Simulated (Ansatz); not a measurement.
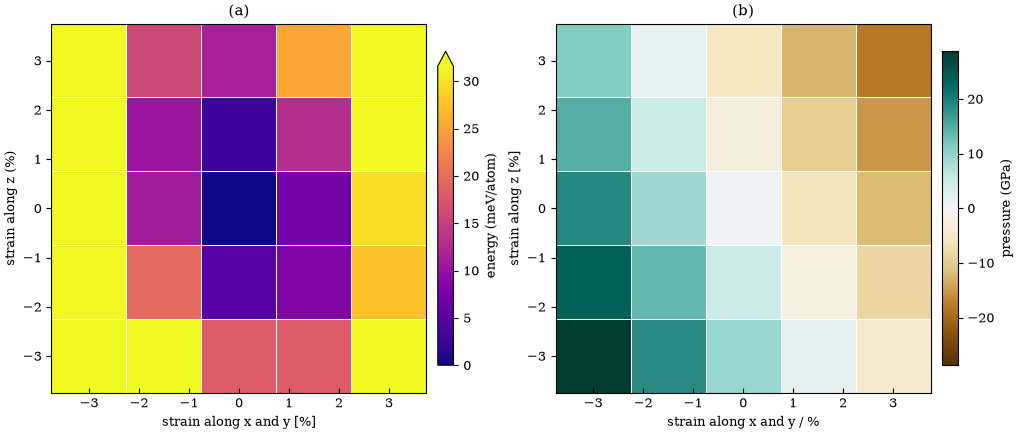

TiC (Fm-3m, No. 225; 2 atoms in the cell). The cell is strained homogeneously, by one strain along x and y and another along z, with fractional coordinates fixed (x, y and z along the cube axes). Coordinates scanned: (1) strain along x and y; (2) strain along z. The grid has 5 × 5 points. Points are written as (first, second). Energies: meV/atom, counted from the lowest grid point. The reference cell is the one listed in the database, not relaxed at this level. All numbers below come from DFT PBE, scalar-relativistic, plane waves, PAW (Ansatz). Settings: cutoff 420 eV, k-mesh 18×18×18, gaussian smearing 0.15 eV, no spin polarisation.

Panel (a) is the energy; panel (b) is the computed pressure, in GPa.

The picture shows one coloured cell a grid point, one colour for all values above the top of the scale.

Question: How does the pressure vary over the map, and what is it at the lowest grid point?

Answer: It runs from −18.0 GPa at (3.0 %, 3.0 %) to 28.7 GPa at (−3.0 %, −3.0 %). At the lowest grid point, (0.0 %, 0.0 %), it is 0.9 GPa.
